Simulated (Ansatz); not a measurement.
## Geometry relaxation of SnGe31 (part 1 of 3)

- system: SnGe31 (I-43m, 32 atoms in the cell)
- method: DFT PBEsol, scalar-relativistic, plane waves, PAW, no spin polarisation (Ansatz 0.2.0)

The structure was built on a prototype by a generator; it need not be a known phase.

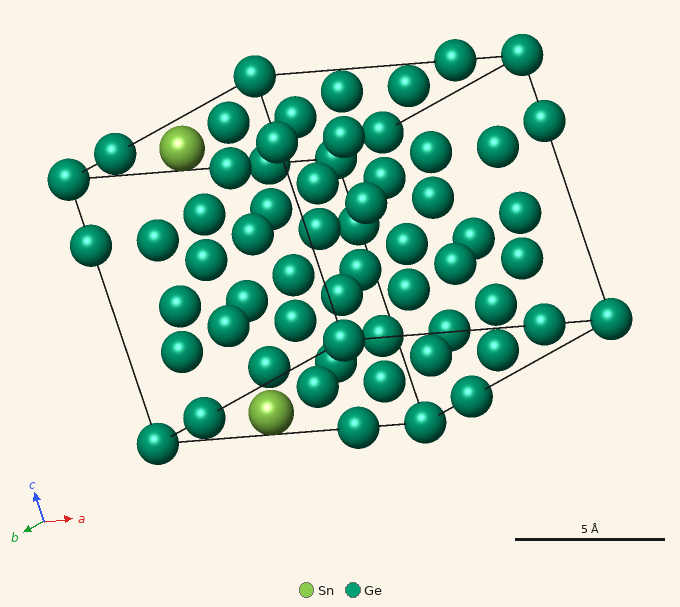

Figure 1. The structure as given in the input (spheres-only view of the cell of the calculation, seen at an oblique angle).

## Results in brief

| quantity | value |
| --- | --- |
| outcome | converged |
| space group (tolerance 0.01 Å) | I-43m (217) |
| electrons treated | 448 |
| free energy | −137807.9373 eV |
| Fermi energy | 8.293 eV |
| gap on the k-point mesh | none (metallic) |
| pressure | −0.04 GPa |
| final volume | 743.01 Å³ |
| largest force (length of the vector) at the end | 0.063 eV/Å |
| final cell | a = 9.883 Å, b = 9.883 Å, c = 9.883 Å, α = 109.47°, β = 109.47°, γ = 109.47° |
| hardware | 8 threads of AMD EPYC (Zen 3), 32 GiB of memory available, shared host |
| wall time | 2.5 min (CPU time 18 min) |
| peak memory | 5.8 GiB |

## Input file
```yaml
crystal:
  lattice:
    - [5.68309705, -5.68309705, 5.68309705]
    - [5.68309705, 5.68309705, -5.68309705]
    - [-5.68309705, 5.68309705, 5.68309705]
  atoms:
    - { symbol: Sn, position: [0.25, 0.75, 0.0] }
    - { symbol: Ge, position: [0.5, 0.5, 0.0] }
    - { symbol: Ge, position: [0.75, 0.25, 0.0] }
    - { symbol: Ge, position: [0.0, 0.75, 0.25] }
    - { symbol: Ge, position: [0.0, 0.0, 0.0] }
    - { symbol: Ge, position: [0.25, 0.5, 0.25] }
    - { symbol: Ge, position: [0.5, 0.25, 0.25] }
    - { symbol: Ge, position: [0.75, 0.75, 0.5] }
    - { symbol: Ge, position: [0.75, 0.0, 0.25] }
    - { symbol: Ge, position: [0.0, 0.5, 0.5] }
    - { symbol: Ge, position: [0.25, 0.25, 0.5] }
    - { symbol: Ge, position: [0.5, 0.75, 0.75] }
    - { symbol: Ge, position: [0.5, 0.0, 0.5] }
    - { symbol: Ge, position: [0.75, 0.5, 0.75] }
    - { symbol: Ge, position: [0.0, 0.25, 0.75] }
    - { symbol: Ge, position: [0.25, 0.0, 0.75] }
    - { symbol: Ge, position: [0.5, 0.0, 0.25] }
    - { symbol: Ge, position: [0.75, 0.75, 0.25] }
    - { symbol: Ge, position: [0.0, 0.5, 0.25] }
    - { symbol: Ge, position: [0.25, 0.0, 0.5] }
    - { symbol: Ge, position: [0.25, 0.25, 0.25] }
    - { symbol: Ge, position: [0.5, 0.75, 0.5] }
    - { symbol: Ge, position: [0.75, 0.5, 0.5] }
    - { symbol: Ge, position: [0.0, 0.0, 0.75] }
    - { symbol: Ge, position: [0.0, 0.25, 0.5] }
    - { symbol: Ge, position: [0.25, 0.75, 0.75] }
    - { symbol: Ge, position: [0.5, 0.5, 0.75] }
    - { symbol: Ge, position: [0.75, 0.0, 0.0] }
    - { symbol: Ge, position: [0.75, 0.25, 0.75] }
    - { symbol: Ge, position: [0.0, 0.75, 0.0] }
    - { symbol: Ge, position: [0.25, 0.5, 0.0] }
    - { symbol: Ge, position: [0.5, 0.25, 0.0] }
basis:
  ecutwfc: 420
kpoints:
  mp_grid: { grid: [4, 4, 4] }
hamiltonian:
  xc: pbesol
scf:
  occupations: { method: gaussian, width: 0.1 }
output:
  forces: true
  stress: true
  eigenvalues: true
relax:
  adjacent_minimum: "off"
  f_tol: 0.05
  max_steps: 80
  cell: { stress_tol: 0.5 }
```

Launched with:
```bash
ansatz run input.yaml --threads 8 --pin off --max-ram 22528MiB --backend cpu --events-out ev --progress --plain --runs-dir out
```

## Log
```
Engine: ansatz 0.2.0, x86_64-unknown-linux-gnu
Pseudopotentials: kind: paw
Pseudopotential: Sn, paw, valence charge 14, recommended cutoff 420 eV (normal), Sn.paw.azcp
Pseudopotential: Ge, paw, valence charge 14, recommended cutoff 420 eV (normal), Ge.paw.azcp
Functional definition: PBEsol
  exchange = pbesol_x
  correlation = pbesol_c
Crystal: 32 atoms, lattice volume = 734.201 Å³
Basis set: ecut = 420 eV, 14363 PW (Γ), exchange–correlation on 144×144×144 points (8 copies of the dense FFT grid, shifted against one another)
Bands: 269, of which v1, the nominal top of the filled ones, is band 224 counted from 1 (223 counted from 0)
Symmetry: 24 space group operations
Space group: I-43m (ITA 217), of the structure as read, at distance tolerance 9.0e-5 Å
k-points: 8 of 64 (time reversal used)
Non-local potential: Sn, projectors of the file, l = 0: 2, l = 1: 2, l = 2: 2, l = 3: 2
Non-local potential: Ge, projectors of the file, l = 0: 2, l = 1: 2, l = 2: 3, l = 3: 1
PAW form: soft (Blöchl's): semilocal exchange-correlation on the pseudo side does not see the compensation charge
PAW frozen core: Sn, regenerated for the run's functional, and the local potential with it (the file was generated under x = pbe(κ = 0.804, μ = 0.2195149727645171), c = pbe(β = 0.06672455060314922))
PAW frozen core: Ge, regenerated for the run's functional, and the local potential with it (the file was generated under x = pbe(κ = 0.804, μ = 0.2195149727645171), c = pbe(β = 0.06672455060314922))
PAW one-centre angular grid: Sn, 590 points (default); XC on 64 Gauss nodes
PAW one-centre angular grid: Ge, 590 points (default); XC on 64 Gauss nodes
Initial density: superposition of atomic densities (neutral atoms: chi_scale 0, normalization atom), corrected by the library's trained network
Initial wavefunctions: pseudopotential atomic-orbital guess
Functional: x = pbesol(κ = 0.804, μ = 0.12345679012345678), c = pbesol(β = 0.046)
SCF iter   1: F=—  HF=-137807.561303 eV  |F-HF|=—  |Δ(HF+E_count)|=         —  Δρ=2.65e-3  dr2=6.41e-2  ethr=1.77e-3  ⟨swp⟩=6.0  Hψ=7577  notcnv=0  defer=17
preconditioner: auto → Kerker (q_TF=auto, 2.513 Å⁻¹)  [metal: Δε(μ)=0.037 eV  Ē_g=22.228 eV  σ=0.100 eV  W_gap=0.20  n_scr=200 (ndim 8)  ℏωp=29.0 eV  f_vac=0.076  D(μ)=1.79/eV (n_scr^D=0)]
SCF iter   2: F=—  HF=-137807.533512 eV  |F-HF|=—  |Δ(HF+E_count)|=   2.78e-2  Δρ=1.88e-3  dr2=3.58e-2  ethr=1.43e-5  ⟨swp⟩=1.0  Hψ=2480  notcnv=0  defer=25
SCF iter   3: F=—  HF=-137807.533772 eV  |F-HF|=—  |Δ(HF+E_count)|=   2.60e-4  Δρ=9.44e-4  dr2=3.96e-3  ethr=7.99e-6  ⟨swp⟩=2.0  Hψ=3641  notcnv=0  defer=25
SCF iter   4: F=—  HF=-137807.532401 eV  |F-HF|=—  |Δ(HF+E_count)|=   1.37e-3  Δρ=3.80e-4  dr2=2.00e-3  ethr=8.83e-7  ⟨swp⟩=2.0  Hψ=3641  notcnv=0  defer=25
SCF iter   5: F=—  HF=-137807.531771 eV  |F-HF|=—  |Δ(HF+E_count)|=   6.30e-4  Δρ=2.23e-4  dr2=2.59e-4  ethr=4.47e-7  ⟨swp⟩=2.0  Hψ=3641  notcnv=0  defer=25
SCF iter   6: F=—  HF=-137807.531980 eV  |F-HF|=—  |Δ(HF+E_count)|=   2.09e-4  Δρ=5.52e-5  dr2=1.66e-5  ethr=5.77e-8  ⟨swp⟩=2.0  Hψ=3641  notcnv=0  defer=25
SCF iter   7: F=—  HF=-137807.532183 eV  |F-HF|=—  |Δ(HF+E_count)|=   2.03e-4  Δρ=3.12e-5  dr2=4.02e-6  ethr=3.71e-9  ⟨swp⟩=2.0  Hψ=3641  notcnv=0  defer=25
SCF iter   8: F=—  HF=-137807.532183 eV  |F-HF|=—  |Δ(HF+E_count)|=   1.87e-7  Δρ=1.04e-5  dr2=7.42e-7  ethr=8.96e-10  ⟨swp⟩=2.0  Hψ=3641  notcnv=0  defer=25
SCF iter   9: F=—  HF=-137807.532183 eV  |F-HF|=—  |Δ(HF+E_count)|=   3.31e-7  Δρ=4.79e-6  dr2=3.27e-7  ethr=1.66e-10  ⟨swp⟩=2.0  Hψ=3641  notcnv=0  defer=25
SCF iter  10: F=-137807.532183 eV  HF=-137807.532183 eV  |F-HF|=3.21e-8  |Δ(HF+E_count)|=   6.93e-8  Δρ=1.12e-6  dr2=5.77e-8  ethr=2.23e-11  ⟨swp⟩=8.1  Hψ=9617  notcnv=0
SCF 1 converged in 10 iterations: F = -137807.532183 eV  dr2 = 5.77e-8
  greatest PAW one-centre occupation: 0.998 electrons in one spin orbital (limit 2), on the Ge atom at site 25 (counted from 0), in its partial waves of l = 2
relax step   1: F+E_penalty+E_count = -137807.53218254 eV  Δ(F+E_penalty+E_count) = +0.000e0 eV  max|allowed force component| = 9.062e-1 eV/Å  Δτ_max = 0.0000 Å  P = +0.999 GPa  Ω = 734.201 Å³  (10 SCF iters, dr2 threshold 1.00e-7 eV, accepted)
Crystal: 32 atoms, lattice volume = 744.432 Å³
Basis set: ecut = 420 eV, 14627 PW (Γ), exchange–correlation on 144×144×144 points (8 copies of the dense FFT grid, shifted against one another)
Initial density: handed on by an earlier stage of this run
Initial wavefunctions: those handed on with the density
iter 1 solved again at ethr=2.44e-5 eV; its pass at ethr=3.10e-3 eV (dr2=1.09e-1 eV) is discarded
SCF iter   1: F=—  HF=-137807.909563 eV  |F-HF|=—  |Δ(HF+E_count)|=         —  Δρ=5.32e-3  dr2=1.04e-1  ethr=2.44e-5  ⟨swp⟩=2.6  Hψ=9233  notcnv=0
preconditioner: auto → Kerker (q_TF=auto, 2.507 Å⁻¹)  [metal: Δε(μ)=0.153 eV  Ē_g=22.228 eV  σ=0.100 eV  W_gap=0.49  n_scr=200 (ndim 8)  ℏωp=28.8 eV  f_vac=0.064  D(μ)=2.01/eV (n_scr^D=0)]
SCF iter   2: F=—  HF=-137807.904360 eV  |F-HF|=—  |Δ(HF+E_count)|=   5.20e-3  Δρ=3.07e-3  dr2=4.22e-2  ethr=2.33e-5  ⟨swp⟩=1.0  Hψ=2152  notcnv=0
SCF iter   3: F=—  HF=-137807.901543 eV  |F-HF|=—  |Δ(HF+E_count)|=   2.82e-3  Δρ=3.72e-4  dr2=1.20e-3  ethr=9.42e-6  ⟨swp⟩=2.0  Hψ=2530  notcnv=0
SCF iter   4: F=—  HF=-137807.901937 eV  |F-HF|=—  |Δ(HF+E_count)|=   3.94e-4  Δρ=2.05e-4  dr2=4.06e-4  ethr=2.68e-7  ⟨swp⟩=2.0  Hψ=3814  notcnv=0
SCF iter   5: F=—  HF=-137807.901906 eV  |F-HF|=—  |Δ(HF+E_count)|=   3.13e-5  Δρ=7.51e-5  dr2=1.13e-4  ethr=9.06e-8  ⟨swp⟩=2.0  Hψ=3803  notcnv=0
SCF iter   6: F=—  HF=-137807.901921 eV  |F-HF|=—  |Δ(HF+E_count)|=   1.50e-5  Δρ=2.05e-5  dr2=1.53e-5  ethr=2.52e-8  ⟨swp⟩=2.0  Hψ=2635  notcnv=0
SCF iter   7: F=-137807.901918 eV  HF=-137807.901921 eV  |F-HF|=2.98e-6  |Δ(HF+E_count)|=   3.30e-7  Δρ=1.05e-5  dr2=3.13e-6  ethr=7.14e-10  ⟨swp⟩=7.6  Hψ=8453  notcnv=0
SCF 2 converged in 7 iterations: F = -137807.901918 eV  dr2 = 3.13e-6
  greatest PAW one-centre occupation: 0.998 electrons in one spin orbital (limit 2), on the Ge atom at site 9 (counted from 0), in its partial waves of l = 2
relax step   2: F+E_penalty+E_count = -137807.90191781 eV  Δ(F+E_penalty+E_count) = -3.697e-1 eV  max|allowed force component| = 1.956e-1 eV/Å  Δτ_max = 0.1657 Å  P = -0.179 GPa  Ω = 744.432 Å³  energy of the carried Pulay correction = -1.554e-3 eV  (7 SCF iters, dr2 threshold 3.20e-6 eV, accepted)
Crystal: 32 atoms, lattice volume = 743.015 Å³
Basis set: ecut = 420 eV, 14579 PW (Γ), exchange–correlation on 144×144×144 points (8 copies of the dense FFT grid, shifted against one another)
iter 1 solved again at ethr=7.21e-7 eV; its pass at ethr=3.10e-3 eV (dr2=3.23e-3 eV) is discarded
SCF iter   1: F=—  HF=-137807.935986 eV  |F-HF|=—  |Δ(HF+E_count)|=         —  Δρ=1.03e-3  dr2=3.33e-3  ethr=7.21e-7  ⟨swp⟩=3.0  Hψ=9361  notcnv=0
preconditioner: auto → Resta (q_TF=auto, 2.508 Å⁻¹)  ε∞=2.7  [insulator: Δε(μ)=0.181 eV  Ē_g=22.233 eV  σ=0.100 eV  W_gap=0.51  n_scr=200 (ndim 8)  ℏωp=28.8 eV  f_vac=0.059  D(μ)=1.96/eV (n_scr^D=0)  ε∞_Penn≈2.7]
SCF iter   2: F=—  HF=-137807.935716 eV  |F-HF|=—  |Δ(HF+E_count)|=   2.70e-4  Δρ=5.47e-4  dr2=9.56e-4  ethr=7.21e-7  ⟨swp⟩=1.1  Hψ=2153  notcnv=0
SCF iter   3: F=—  HF=-137807.935917 eV  |F-HF|=—  |Δ(HF+E_count)|=   2.01e-4  Δρ=6.19e-5  dr2=6.68e-5  ethr=2.13e-7  ⟨swp⟩=2.0  Hψ=2462  notcnv=0
SCF iter   4: F=—  HF=-137807.935913 eV  |F-HF|=—  |Δ(HF+E_count)|=   4.12e-6  Δρ=2.20e-5  dr2=5.32e-6  ethr=1.49e-8  ⟨swp⟩=2.8  Hψ=3725  notcnv=0
SCF iter   5: F=-137807.935913 eV  HF=-137807.935913 eV  |F-HF|=2.39e-8  |Δ(HF+E_count)|=   3.44e-7  Δρ=7.25e-6  dr2=4.11e-7  ethr=5.34e-10  ⟨swp⟩=7.6  Hψ=8313  notcnv=0
SCF 3 converged in 5 iterations: F = -137807.935913 eV  dr2 = 4.11e-7
  greatest PAW one-centre occupation: 0.998 electrons in one spin orbital (limit 2), on the Ge atom at site 11 (counted from 0), in its partial waves of l = 2
relax step   3: F+E_penalty+E_count = -137807.93591306 eV  Δ(F+E_penalty+E_count) = -3.400e-2 eV  max|allowed force component| = 3.612e-2 eV/Å  Δτ_max = 0.0302 Å  P = -0.039 GPa  Ω = 743.015 Å³  energy of the carried Pulay correction = -1.340e-3 eV  (5 SCF iters, dr2 threshold 2.39e-6 eV, accepted)
Initial wavefunctions: pseudopotential atomic-orbital guess (no wavefunctions were taken with the density)
iter 1 solved again at ethr=3.06e-7 eV; its pass at ethr=3.10e-3 eV (dr2=1.37e-3 eV) is discarded
SCF iter   1: F=—  HF=-137807.903828 eV  |F-HF|=—  |Δ(HF+E_count)|=         —  Δρ=6.68e-4  dr2=8.91e-5  ethr=3.06e-7  ⟨swp⟩=2.6  Hψ=12043  notcnv=0
preconditioner: auto → Resta (q_TF=auto, 2.508 Å⁻¹)  ε∞=2.7  [insulator: Δε(μ)=0.182 eV  Ē_g=22.234 eV  σ=0.100 eV  W_gap=0.51  n_scr=200 (ndim 8)  ℏωp=28.8 eV  f_vac=0.060  D(μ)=1.95/eV (n_scr^D=0)  ε∞_Penn≈2.7]
SCF iter   2: F=—  HF=-137807.929650 eV  |F-HF|=—  |Δ(HF+E_count)|=   2.58e-2  Δρ=3.37e-4  dr2=1.80e-5  ethr=1.99e-8  ⟨swp⟩=2.2  Hψ=2673  notcnv=0
SCF iter   3: F=—  HF=-137807.937158 eV  |F-HF|=—  |Δ(HF+E_count)|=   7.51e-3  Δρ=5.48e-5  dr2=1.45e-6  ethr=4.01e-9  ⟨swp⟩=2.0  Hψ=2669  notcnv=0
SCF iter   4: F=—  HF=-137807.937339 eV  |F-HF|=—  |Δ(HF+E_count)|=   1.81e-4  Δρ=5.75e-6  dr2=5.63e-7  ethr=3.23e-10  ⟨swp⟩=2.0  Hψ=3459  notcnv=0
SCF iter   5: F=—  HF=-137807.937340 eV  |F-HF|=—  |Δ(HF+E_count)|=   9.56e-7  Δρ=1.60e-6  dr2=3.48e-8  ethr=1.26e-10  ⟨swp⟩=2.0  Hψ=3238  notcnv=0
SCF iter   6: F=-137807.937340 eV  HF=-137807.937340 eV  |F-HF|=2.59e-9  |Δ(HF+E_count)|=   3.08e-8  Δρ=6.61e-7  dr2=4.94e-9  ethr=7.14e-12  ⟨swp⟩=6.1  Hψ=6865  notcnv=0
SCF 4 converged in 6 iterations: F = -137807.937340 eV  dr2 = 4.94e-9
  greatest PAW one-centre occupation: 0.998 electrons in one spin orbital (limit 2), on the Ge atom at site 4 (counted from 0), in its partial waves of l = 2
relax step   4: F+E_penalty+E_count = -137807.93733974 eV  Δ(F+E_penalty+E_count) = -1.427e-3 eV  max|allowed force component| = 3.619e-2 eV/Å  Δτ_max = 0.0000 Å  P = -0.040 GPa  Ω = 743.015 Å³  stress off target by 4.01e-2 GPa  SCF on the basis re-selected at this cell (its energy is not comparable with the rows above)  (6 SCF iters)
```

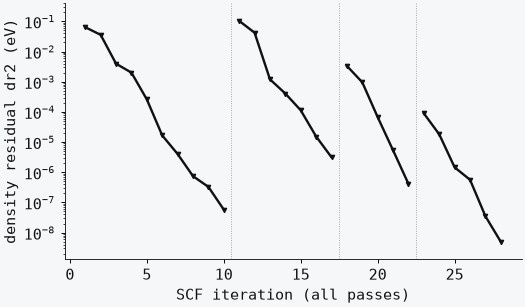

Figure 2. Convergence of the self-consistent field: density residual dr2 against the SCF iteration. The dotted lines part the SCF passes of the relaxation: geometry steps, rejected trials and re-solves on a re-selected basis. The passes take 10, 7, 5 and 6 iterations.

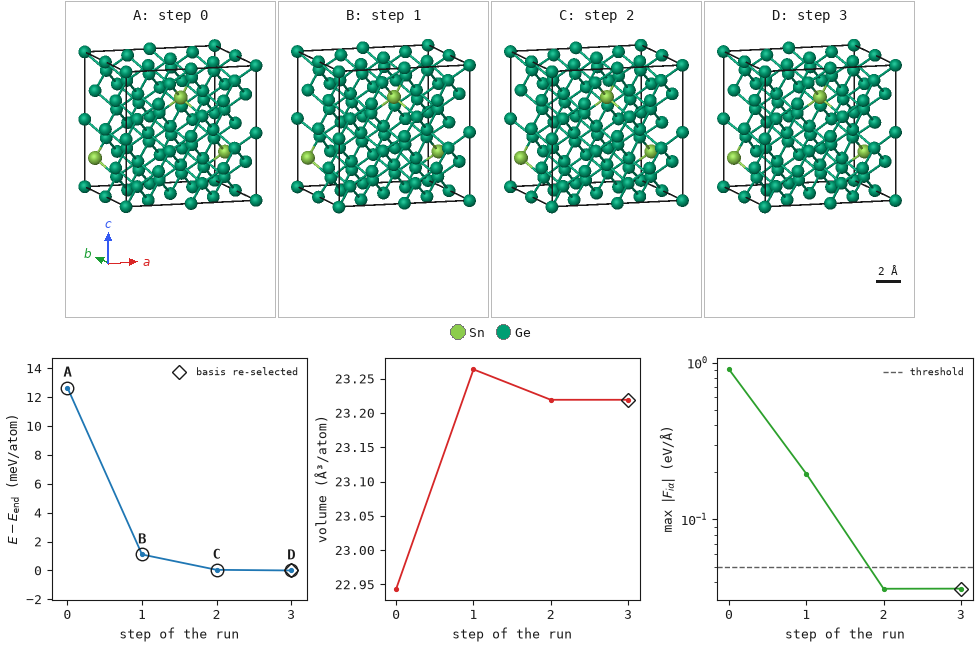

Figure 3. Frames of the relaxation (ball-and-stick view of the cell 2 times as large as that of the calculation, set on its symmetry axes, seen slightly off an axis) above the curves, on which the letters mark them (the first geometry is step 0 here and step 1 in the log).
